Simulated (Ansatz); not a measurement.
## Geometry relaxation of Cu (part 1 of 3)

- system: Cu (interface cell, 24 atoms in the cell)
- method: DFT PBE, scalar-relativistic, plane waves, PAW, no spin polarisation (Ansatz 0.2.0)

The structure derives from an entry of the Crystallography Open Database. It belongs to a series of runs on one base structure; here: symmetric tilt boundary Sigma 3 (2 1 1), mirror between planes, shift [0, 0.5]. Figures and captions count atoms from 1; the log counts them from 0 in places.

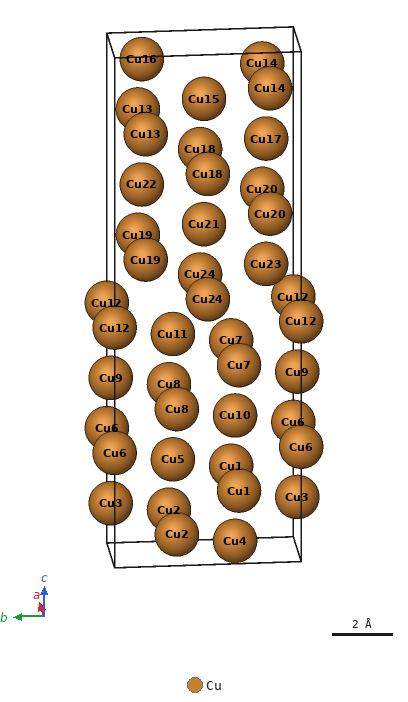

Figure 1. The starting structure (spheres-only view of the cell of the calculation, seen at an oblique angle; atoms are numbered from 1 in the order of the input). An atom can appear more than once, as a periodic image.

**Summary**

- outcome: converged
- electrons treated: 456
- free energy: −159002.9241 eV
- Fermi energy: 16.065 eV
- gap on the k-point mesh: none (metallic)
- final volume: 293.28 Å³
- largest force (length of the vector) at the end: 0.001 eV/Å
- hardware: 4 threads of AMD EPYC (Zen 5), 32 GiB of memory available, shared host
- wall time: 5.5 min (CPU time 22 min)
- peak memory: 4.4 GiB

**Input file**
```yaml
crystal:
  lattice:
    - [2.5666196354, 0.0, 0.0]
    - [0.0, 6.2869084705, 0.0]
    - [0.0, 0.0, 18.0820624488]
  atoms:
    - { symbol: Cu, position: [0.0, 0.3333333333, 0.1433728331] }
    - { symbol: Cu, position: [0.0, 0.6666666667, 0.0614220854] }
    - { symbol: Cu, position: [0.5, 0.0, 0.1023974592] }
    - { symbol: Cu, position: [0.5, 0.3333333333, 0.0204467115] }
    - { symbol: Cu, position: [0.5, 0.6666666667, 0.1843482069] }
    - { symbol: Cu, position: [0.0, 1.0, 0.2253235808] }
    - { symbol: Cu, position: [0.0, 0.3333333333, 0.3892250761] }
    - { symbol: Cu, position: [0.0, 0.6666666667, 0.3072743285] }
    - { symbol: Cu, position: [0.5, 0.0, 0.3482497023] }
    - { symbol: Cu, position: [0.5, 0.3333333333, 0.2662989546] }
    - { symbol: Cu, position: [0.5, 0.6666666667, 0.43020045] }
    - { symbol: Cu, position: [0.0, 1.0, 0.4711758238] }
    - { symbol: Cu, position: [0.0, 0.8333333333, 0.848331653] }
    - { symbol: Cu, position: [0.0, 0.1666666667, 0.9302824007] }
    - { symbol: Cu, position: [0.5, 0.5, 0.8893070269] }
    - { symbol: Cu, position: [0.5, 0.8333333333, 0.9712577746] }
    - { symbol: Cu, position: [0.5, 0.1666666667, 0.8073562792] }
    - { symbol: Cu, position: [0.0, 0.5, 0.7663809054] }
    - { symbol: Cu, position: [0.0, 0.8333333333, 0.60247941] }
    - { symbol: Cu, position: [0.0, 0.1666666667, 0.6844301577] }
    - { symbol: Cu, position: [0.5, 0.5, 0.6434547838] }
    - { symbol: Cu, position: [0.5, 0.8333333333, 0.7254055315] }
    - { symbol: Cu, position: [0.5, 0.1666666667, 0.5615040361] }
    - { symbol: Cu, position: [0.0, 0.5, 0.5205286623] }
basis:
  ecutwfc: 420
kpoints:
  mp_grid: { grid: [14, 6, 2] }
hamiltonian:
  xc: pbe
scf:
  occupations: { method: gaussian, width: 0.1 }
output:
  forces: true
  stress: true
  eigenvalues: true
  populations: true
  write_density: true
  write_potential: true
  elf: true
  volumetric_format: npy
relax:
  adjacent_minimum: "off"
  f_tol: 0.02
  max_steps: 60
  cell: { fix: [a, b, alpha, beta, gamma], stress_tol: 0.1 }
```

Run as:
```bash
ansatz run input.yaml --threads 4 --pin off --max-ram 11264MiB --backend cpu --events-out ev --progress --plain --runs-dir out
```

**What the program printed**
```
Engine: ansatz 0.2.0, x86_64-unknown-linux-gnu
Pseudopotentials: kind: paw
Pseudopotential: Cu, paw, valence charge 19, recommended cutoff 420 eV (normal), Cu.paw.azcp
Functional definition: PBE
  parameter kappa = 0.804
  parameter beta = 0.06672455060314922
  exchange = pbe_x(kappa = kappa, mu = beta*pi^2/3)
  correlation = pbe_c(beta = beta)
Crystal: 24 atoms, lattice volume = 291.774 Å³
Basis set: ecut = 420 eV, 5745 PW (Γ), exchange–correlation on 36×90×250 points (8 copies of the dense FFT grid, shifted against one another)
Bands: 274, of which v1, the nominal top of the filled ones, is band 228 counted from 1 (227 counted from 0)
Symmetry: 4 space group operations
Space group: Pmc21 (ITA 26), of the structure as read, at distance tolerance 6.6e-5 Å
k-points: 64 of 168 (time reversal used)
Non-local potential: Cu, projectors of the file, l = 0: 3, l = 1: 2, l = 2: 3, l = 3: 1
PAW form: soft (Blöchl's): semilocal exchange-correlation on the pseudo side does not see the compensation charge
PAW one-centre angular grid: Cu, 590 points (default); XC on 64 Gauss nodes
Initial density: superposition of atomic densities (neutral atoms: chi_scale 0, normalization atom), corrected by the library's trained network
Initial wavefunctions: pseudopotential atomic-orbital guess
Functional: x = pbe(κ = 0.804, μ = 0.2195149727645171), c = pbe(β = 0.06672455060314922)
SCF iter   1: F=—  HF=-159002.501435 eV  |F-HF|=—  |Δ(HF+E_count)|=         —  Δρ=1.59e-3  dr2=4.48e-3  ethr=1.77e-3  ⟨swp⟩=4.8  Hψ=53846  notcnv=0  defer=1292
preconditioner: auto → Kerker (q_TF=auto, 2.939 Å⁻¹)  [metal: Δε(μ)=0.004 eV  Ē_g=10.043 eV  σ=0.100 eV  W_gap=0.02  n_scr=118 (ndim 8)  ℏωp=35.3 eV  f_vac=0.000  D(μ)=5.57/eV (n_scr^D=28)]
SCF iter   2: F=—  HF=-159002.503171 eV  |F-HF|=—  |Δ(HF+E_count)|=   1.74e-3  Δρ=7.94e-4  dr2=1.55e-3  ethr=9.82e-7  ⟨swp⟩=2.3  Hψ=34377  notcnv=0  defer=1641
SCF iter   3: F=—  HF=-159002.503510 eV  |F-HF|=—  |Δ(HF+E_count)|=   3.39e-4  Δρ=3.66e-4  dr2=4.62e-4  ethr=3.39e-7  ⟨swp⟩=2.0  Hψ=23532  notcnv=0  defer=1641
SCF iter   4: F=—  HF=-159002.503463 eV  |F-HF|=—  |Δ(HF+E_count)|=   4.75e-5  Δρ=1.27e-4  dr2=9.90e-5  ethr=1.01e-7  ⟨swp⟩=2.0  Hψ=23477  notcnv=0  defer=1641
SCF iter   5: F=—  HF=-159002.503146 eV  |F-HF|=—  |Δ(HF+E_count)|=   3.17e-4  Δρ=6.61e-5  dr2=1.81e-5  ethr=2.17e-8  ⟨swp⟩=2.0  Hψ=23450  notcnv=0  defer=1641
SCF iter   6: F=—  HF=-159002.503144 eV  |F-HF|=—  |Δ(HF+E_count)|=   1.65e-6  Δρ=2.67e-5  dr2=2.35e-6  ethr=3.98e-9  ⟨swp⟩=2.0  Hψ=23696  notcnv=0  defer=1641
SCF iter   7: F=—  HF=-159002.503144 eV  |F-HF|=—  |Δ(HF+E_count)|=   4.51e-7  Δρ=1.16e-5  dr2=5.05e-7  ethr=5.16e-10  ⟨swp⟩=2.0  Hψ=23903  notcnv=0  defer=1641
SCF iter   8: F=-159002.503143 eV  HF=-159002.503143 eV  |F-HF|=3.10e-8  |Δ(HF+E_count)|=   4.31e-8  Δρ=3.06e-6  dr2=3.45e-8  ethr=2.19e-11  ⟨swp⟩=11.0  Hψ=131950  notcnv=0
SCF 1 converged in 8 iterations: F = -159002.503143 eV  dr2 = 3.45e-8
  greatest PAW one-centre occupation: 1.000 electrons in one spin orbital (limit 2), on the Cu atom at site 18 (counted from 0), in its partial waves of l = 0
relax step   1: F+E_penalty+E_count = -159002.50314345 eV  Δ(F+E_penalty+E_count) = +0.000e0 eV  max|allowed force component| = 9.815e-1 eV/Å  Δτ_max = 0.0000 Å  P = +1.469 GPa  Ω = 291.774 Å³  fix = [a, b, alpha, beta, gamma]  reactions: a +1.774, b +0.286 GPa  (8 SCF iters, dr2 threshold 1.00e-7 eV, accepted)
Crystal: 24 atoms, lattice volume = 292.252 Å³
Basis set: ecut = 420 eV, 5757 PW (Γ), exchange–correlation on 36×90×250 points (8 copies of the dense FFT grid, shifted against one another)
Initial density: handed on by an earlier stage of this run
Initial wavefunctions: those handed on with the density
iter 1 solved again at ethr=4.64e-6 eV; its pass at ethr=3.10e-3 eV (dr2=2.12e-2 eV) is discarded
SCF iter   1: F=—  HF=-159002.738126 eV  |F-HF|=—  |Δ(HF+E_count)|=         —  Δρ=3.92e-3  dr2=2.08e-2  ethr=4.64e-6  ⟨swp⟩=2.1  Hψ=67337  notcnv=0
preconditioner: auto → Kerker (q_TF=auto, 2.938 Å⁻¹)  [metal: Δε(μ)=0.004 eV  Ē_g=10.028 eV  σ=0.100 eV  W_gap=0.02  n_scr=118 (ndim 8)  ℏωp=35.3 eV  f_vac=0.000  D(μ)=5.72/eV (n_scr^D=28)]
SCF iter   2: F=—  HF=-159002.731269 eV  |F-HF|=—  |Δ(HF+E_count)|=   6.86e-3  Δρ=2.23e-3  dr2=7.61e-3  ethr=4.57e-6  ⟨swp⟩=1.0  Hψ=17536  notcnv=0
SCF iter   3: F=—  HF=-159002.727992 eV  |F-HF|=—  |Δ(HF+E_count)|=   3.28e-3  Δρ=4.92e-4  dr2=8.99e-4  ethr=1.67e-6  ⟨swp⟩=2.0  Hψ=30572  notcnv=0
SCF iter   4: F=—  HF=-159002.727583 eV  |F-HF|=—  |Δ(HF+E_count)|=   4.09e-4  Δρ=1.74e-4  dr2=2.12e-4  ethr=1.97e-7  ⟨swp⟩=2.6  Hψ=28149  notcnv=0
SCF iter   5: F=—  HF=-159002.727559 eV  |F-HF|=—  |Δ(HF+E_count)|=   2.42e-5  Δρ=3.04e-5  dr2=2.23e-5  ethr=4.64e-8  ⟨swp⟩=1.0  Hψ=17536  notcnv=0
SCF iter   6: F=—  HF=-159002.727557 eV  |F-HF|=—  |Δ(HF+E_count)|=   1.99e-6  Δρ=2.46e-5  dr2=2.88e-6  ethr=4.88e-9  ⟨swp⟩=1.0  Hψ=17536  notcnv=0
SCF iter   7: F=-159002.727555 eV  HF=-159002.727557 eV  |F-HF|=2.16e-6  |Δ(HF+E_count)|=   1.92e-7  Δρ=2.28e-5  dr2=1.75e-6  ethr=5.26e-10  ⟨swp⟩=9.2  Hψ=143274  notcnv=0
SCF 2 converged in 7 iterations: F = -159002.727555 eV  dr2 = 1.75e-6
  greatest PAW one-centre occupation: 1.000 electrons in one spin orbital (limit 2), on the Cu atom at site 6 (counted from 0), in its partial waves of l = 0
relax step   2: F+E_penalty+E_count = -159002.72755471 eV  Δ(F+E_penalty+E_count) = -2.244e-1 eV  max|allowed force component| = 6.226e-1 eV/Å  Δτ_max = 0.0288 Å  P = +0.877 GPa  Ω = 292.252 Å³  energy of the carried Pulay correction = -3.581e-4 eV  fix = [a, b, alpha, beta, gamma]  reactions: a +1.091, b +0.068 GPa  (7 SCF iters, dr2 threshold 2.40e-6 eV, accepted)
Crystal: 24 atoms, lattice volume = 293.257 Å³
Basis set: ecut = 420 eV, 5761 PW (Γ), exchange–correlation on 36×90×250 points (8 copies of the dense FFT grid, shifted against one another)
iter 1 solved again at ethr=3.50e-5 eV; its pass at ethr=3.10e-3 eV (dr2=1.60e-1 eV) is discarded
SCF iter   1: F=—  HF=-159003.001257 eV  |F-HF|=—  |Δ(HF+E_count)|=         —  Δρ=1.06e-2  dr2=1.58e-1  ethr=3.50e-5  ⟨swp⟩=2.1  Hψ=73191  notcnv=0
preconditioner: auto → Kerker (q_TF=auto, 2.937 Å⁻¹)  [metal: Δε(μ)=0.000 eV  Ē_g=9.990 eV  σ=0.100 eV  W_gap=0.00  n_scr=118 (ndim 8)  ℏωp=35.2 eV  f_vac=0.000  D(μ)=5.85/eV (n_scr^D=28)]
SCF iter   2: F=—  HF=-159002.949052 eV  |F-HF|=—  |Δ(HF+E_count)|=   5.22e-2  Δρ=6.00e-3  dr2=5.65e-2  ethr=3.47e-5  ⟨swp⟩=1.1  Hψ=17541  notcnv=0
SCF iter   3: F=—  HF=-159002.923801 eV  |F-HF|=—  |Δ(HF+E_count)|=   2.53e-2  Δρ=1.41e-3  dr2=5.98e-3  ethr=1.24e-5  ⟨swp⟩=2.0  Hψ=31560  notcnv=0
SCF iter   4: F=—  HF=-159002.922974 eV  |F-HF|=—  |Δ(HF+E_count)|=   8.27e-4  Δρ=4.57e-4  dr2=7.42e-4  ethr=1.31e-6  ⟨swp⟩=2.0  Hψ=24617  notcnv=0
SCF iter   5: F=—  HF=-159002.922620 eV  |F-HF|=—  |Δ(HF+E_count)|=   3.55e-4  Δρ=8.47e-5  dr2=9.52e-5  ethr=1.63e-7  ⟨swp⟩=1.5  Hψ=21172  notcnv=0
SCF iter   6: F=—  HF=-159002.922612 eV  |F-HF|=—  |Δ(HF+E_count)|=   7.73e-6  Δρ=6.55e-5  dr2=2.40e-5  ethr=2.09e-8  ⟨swp⟩=1.0  Hψ=17536  notcnv=0
SCF iter   7: F=—  HF=-159002.922611 eV  |F-HF|=—  |Δ(HF+E_count)|=   1.07e-6  Δρ=5.62e-5  dr2=9.20e-6  ethr=5.27e-9  ⟨swp⟩=2.0  Hψ=24450  notcnv=0
SCF iter   8: F=-159002.922609 eV  HF=-159002.922610 eV  |F-HF|=9.02e-7  |Δ(HF+E_count)|=   1.39e-6  Δρ=1.08e-5  dr2=8.57e-7  ethr=5.26e-10  ⟨swp⟩=6.6  Hψ=118453  notcnv=0
the search or the solves at the SCF's close seem to have found levels that the self-consistency loop had missed (the run counts 1). By its estimate they hold under 1e-12 electrons; where the run keeps them, the occupations were computed again with them
SCF 3 converged in 8 iterations: F = -159002.922609 eV  dr2 = 8.57e-7
relax step   3: F+E_penalty+E_count = -159002.92260864 eV  Δ(F+E_penalty+E_count) = -1.951e-1 eV  max|allowed force component| = 2.903e-2 eV/Å  Δτ_max = 0.0665 Å  P = +0.040 GPa  Ω = 293.257 Å³  energy of the carried Pulay correction = -1.110e-3 eV  fix = [a, b, alpha, beta, gamma]  reactions: a +0.108, b -0.010 GPa  (8 SCF iters, dr2 threshold 2.40e-6 eV, accepted)
Crystal: 24 atoms, lattice volume = 293.276 Å³
iter 1 solved again at ethr=1.78e-7 eV; its pass at ethr=3.10e-3 eV (dr2=8.13e-4 eV) is discarded
SCF iter   1: F=—  HF=-159002.923693 eV  |F-HF|=—  |Δ(HF+E_count)|=         —  Δρ=7.19e-4  dr2=8.25e-4  ethr=1.78e-7  ⟨swp⟩=2.2  Hψ=60163  notcnv=0
preconditioner: auto → Kerker (q_TF=auto, 2.937 Å⁻¹)  [metal: Δε(μ)=0.006 eV  Ē_g=9.995 eV  σ=0.100 eV  W_gap=0.03  n_scr=118 (ndim 8)  ℏωp=35.2 eV  f_vac=0.000  D(μ)=5.85/eV (n_scr^D=28)]
SCF iter   2: F=—  HF=-159002.923409 eV  |F-HF|=—  |Δ(HF+E_count)|=   2.84e-4  Δρ=4.19e-4  dr2=3.22e-4  ethr=1.78e-7  ⟨swp⟩=1.0  Hψ=17536  notcnv=0
SCF iter   3: F=—  HF=-159002.923255 eV  |F-HF|=—  |Δ(HF+E_count)|=   1.54e-4  Δρ=5.27e-5  dr2=1.47e-5  ethr=7.07e-8  ⟨swp⟩=2.1  Hψ=29167  notcnv=0
SCF iter   4: F=—  HF=-159002.922936 eV  |F-HF|=—  |Δ(HF+E_count)|=   3.19e-4  Δρ=3.23e-5  dr2=3.49e-6  ethr=3.23e-9  ⟨swp⟩=2.4  Hψ=27555  notcnv=0
SCF iter   5: F=—  HF=-159002.922935 eV  |F-HF|=—  |Δ(HF+E_count)|=   6.31e-7  Δρ=1.18e-5  dr2=1.38e-6  ethr=7.66e-10  ⟨swp⟩=2.0  Hψ=26369  notcnv=0
SCF iter   6: F=—  HF=-159002.922935 eV  |F-HF|=—  |Δ(HF+E_count)|=   1.08e-7  Δρ=4.05e-6  dr2=1.60e-7  ethr=3.03e-10  ⟨swp⟩=1.0  Hψ=17536  notcnv=0
SCF iter   7: F=-159002.922935 eV  HF=-159002.922935 eV  |F-HF|=1.35e-8  |Δ(HF+E_count)|=   1.50e-8  Δρ=1.66e-6  dr2=1.21e-8  ethr=1.16e-11  ⟨swp⟩=6.4  Hψ=94190  notcnv=0
SCF 4 converged in 7 iterations: F = -159002.922935 eV  dr2 = 1.21e-8
  greatest PAW one-centre occupation: 1.000 electrons in one spin orbital (limit 2), on the Cu atom at site 2 (counted from 0), in its partial waves of l = 0
relax step   4: F+E_penalty+E_count = -159002.92293501 eV  Δ(F+E_penalty+E_count) = -3.264e-4 eV  max|allowed force component| = 7.608e-4 eV/Å  Δτ_max = 0.0050 Å  P = +0.040 GPa  Ω = 293.276 Å³  energy of the carried Pulay correction = -1.124e-3 eV  fix = [a, b, alpha, beta, gamma]  reactions: a +0.130, b -0.005 GPa  (7 SCF iters, dr2 threshold 5.27e-8 eV, accepted)
Initial wavefunctions: pseudopotential atomic-orbital guess (no wavefunctions were taken with the density)
iter 1 solved again at ethr=2.31e-9 eV; its pass at ethr=3.10e-3 eV (dr2=1.06e-5 eV) is discarded
SCF iter   1: F=—  HF=-159002.923370 eV  |F-HF|=—  |Δ(HF+E_count)|=         —  Δρ=2.79e-4  dr2=4.81e-6  ethr=2.31e-9  ⟨swp⟩=4.2  Hψ=114593  notcnv=0
SCF iter   2: F=—  HF=-159002.923891 eV  |F-HF|=—  |Δ(HF+E_count)|=   5.20e-4  Δρ=1.42e-4  dr2=1.40e-6  ethr=1.05e-9  ⟨swp⟩=1.0  Hψ=17536  notcnv=0
SCF iter   3: F=—  HF=-159002.924078 eV  |F-HF|=—  |Δ(HF+E_count)|=   1.87e-4  Δρ=8.29e-6  dr2=5.16e-8  ethr=3.06e-10  ⟨swp⟩=1.0  Hψ=17813  notcnv=0
SCF iter   4: F=—  HF=-159002.924078 eV  |F-HF|=—  |Δ(HF+E_count)|=   2.11e-7  Δρ=1.37e-6  dr2=3.84e-9  ethr=1.13e-11  ⟨swp⟩=2.0  Hψ=31773  notcnv=0
iter 5 did not close the SCF: its close was put off for the readings that it lacked (scf_convergence_deferred on its scf_iter line)
SCF iter   5: F=-159002.924078 eV  HF=-159002.924078 eV  |F-HF|=4.37e-10  |Δ(HF+E_count)|=   5.21e-9  Δρ=5.27e-7  dr2=4.85e-10  ethr=1.00e-12  ⟨swp⟩=2.0  Hψ=25788  notcnv=0
SCF iter   6: F=-159002.924078 eV  HF=-159002.924078 eV  |F-HF|=0.00e0  |Δ(HF+E_count)|=  6.98e-10  Δρ=1.55e-7  dr2=1.18e-10  ethr=1.00e-12  ⟨swp⟩=4.4  Hψ=81962  notcnv=0
SCF 5 converged in 6 iterations: F = -159002.924078 eV  dr2 = 1.18e-10
  greatest PAW one-centre occupation: 1.000 electrons in one spin orbital (limit 2), on the Cu atom at site 14 (counted from 0), in its partial waves of l = 0
relax step   5: F+E_penalty+E_count = -159002.92407794 eV  Δ(F+E_penalty+E_count) = -1.143e-3 eV  max|allowed force component| = 7.518e-4 eV/Å  Δτ_max = 0.0000 Å  P = +0.036 GPa  Ω = 293.276 Å³  fix = [a, b, alpha, beta, gamma]  reactions: a +0.128, b -0.008 GPa  stress off target by 1.25e-2 GPa on what of the cell is left free  SCF on the basis re-selected at this cell (its energy is not comparable with the rows above)  (6 SCF iters)
```

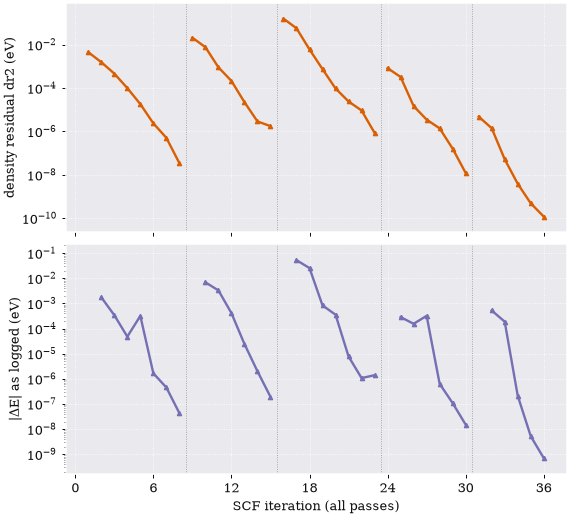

Figure 2. Convergence of the self-consistent field: density residual dr2 and size of the energy change against the SCF iteration. The dotted lines part the SCF passes of the relaxation: geometry steps, rejected trials and re-solves on a re-selected basis. The 5 passes take 6 to 8 iterations each, 36 in all.

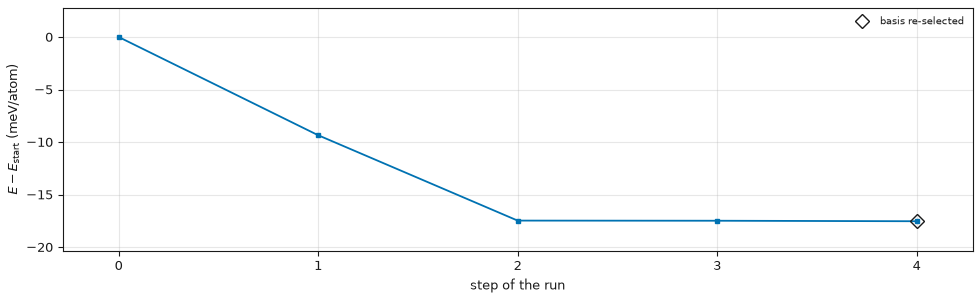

Figure 3. Progress of the relaxation, step by step (the first geometry is step 0 here and step 1 in the log).
